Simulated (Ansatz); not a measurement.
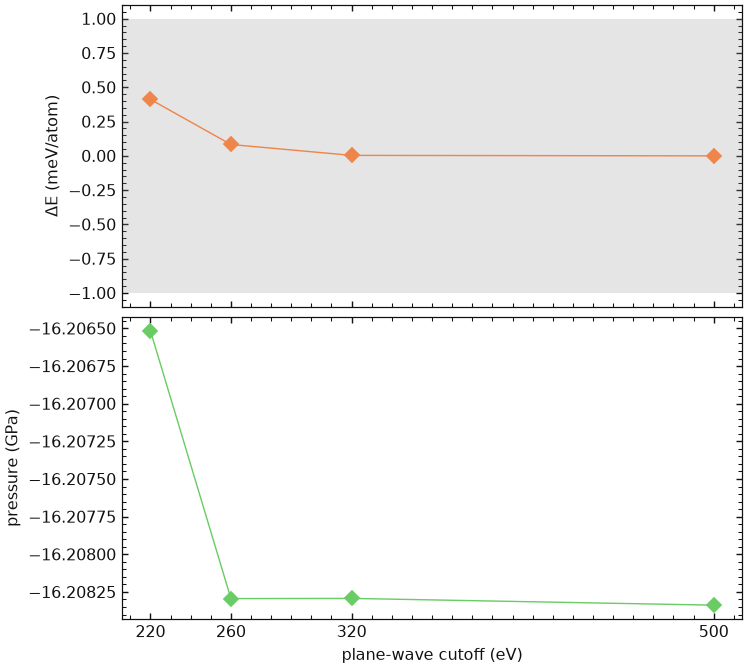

Scan of the plane-wave cutoff (density cutoff scaled with it).
- system: Mn (Fm-3m, 1 atom in the cell)
- method: DFT, PBE, all-electron LAPW, scalar-relativistic (Ansatz); 16×16×16 k-mesh, Fermi–Dirac smearing of 0.05 eV, collinear spins
ΔE is the free energy less its value at the largest setting, 500 eV.
Dashed lines or grey bands mark the tolerance: 1 meV/atom.
The pressure holds the program's Pulay correction for the finite basis; without it, low cutoffs would be much further off.

Question: What is enough for the free energy to 1 meV/atom?

Answer: The free energy is within 1 meV/atom of the largest setting's value at every setting shown, 220 eV included. The largest deviation is 0.4 meV/atom.

Question: How does the pressure behave (tolerance 0.1 GPa)?

Answer: The pressure is within 0.1 GPa of the largest setting's value at every setting shown, 220 eV included. The largest deviation is 0.002 GPa.
